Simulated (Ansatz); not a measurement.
CoSi3 (Pm-3m, No. 221): the end point of a relaxation with Ansatz, DFT PBE, scalar-relativistic, plane waves, PAW; the starting structure was generated, so it need not be a known form of this composition.

```
Co Si
1.0
     4.31310    0.00000    0.00000
     0.00000    4.31310    0.00000
     0.00000    0.00000    4.31310
Co Si
1 3
Direct
  0.00000 0.00000 0.00000
  0.50000 0.00000 0.00000
  0.00000 0.50000 0.00000
  0.00000 0.00000 0.50000
```

Q: What will a map of the projected electrostatic potential along [211] show? Computed as the sum of neutral-atom potentials (tabulated electron scattering factors, B = 0.8 Å²) projected along the beam and smoothed by 0.25 Å; brighter is more positive.

A: The columns repeat on a rectangular net of 2.49 × 3.05 Å (plane group p2mm). The brightest columns hold 2 Si per repeat; in falling brightness follow 1 Co (about 80 %), 1 Si (about 50 %). Brightness is counted from the darkest point of the image. The closest visible columns (Co and Si) are 1.25 Å apart in projection. Along the beam the structure repeats every 10.56 Å.

```tsv
column	atoms along the beam per repeat	peak brightness
Si	2 Si	100 %
Co	1 Co	80 %
Si	1 Si	50 %
```

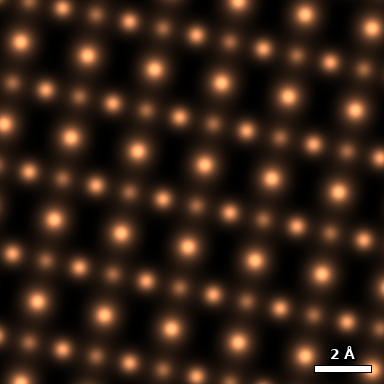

The simulated image.

Q: What mean inner potential do neutral atoms give for this crystal?

A: About 15 V (the sum of the forward scattering factors over the cell volume; bonding usually lowers the true value).
